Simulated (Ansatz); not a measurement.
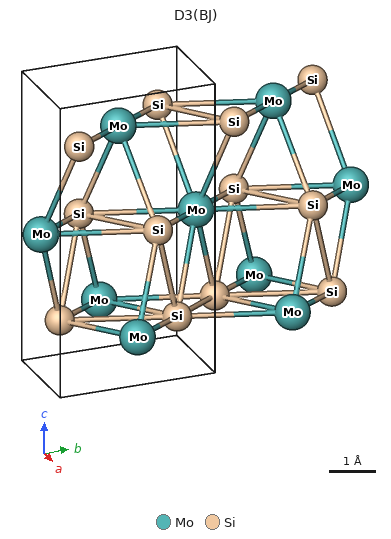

A crystal of Si2Mo (set up in P6_222), relaxed (cell and atoms) with several dispersion corrections. The picture shows the result with D3(BJ). A ball-and-stick model of the cell of the calculation, repeated 1 × 2 × 1 with one cell outlined, seen slightly off an axis.

Computed with Ansatz 0.2.0: PBEsol, Ansatz PAW. Settings: plane-wave cutoff 420 eV; k-point mesh 7 × 7 × 4; occupations fermi-dirac; smearing width 0.05 eV; no spin polarisation; cell and atoms relaxed; force threshold 0.01 eV/Å.

```csv
dispersion correction,volume (Å³/atom),a (Å),c (Å)
D4,?,?,?
D3(BJ),12.838,4.527,6.509
D3(BJ)-ATM,12.910,4.536,6.520
none,13.223,4.575,6.566
```

> One row is withheld. What does the calculation give there?

With D4 the volume falls between D3(BJ)-ATM (12.910) and none (13.223). The calculation gives 13.009 Å³/atom (a = 4.548 Å, c = 6.535 Å). In order of volume: D3(BJ) < D3(BJ)-ATM < D4 < none; the spread is 3.0 %.

Each member starts from this one structure; whether another phase lies lower wasn't checked.
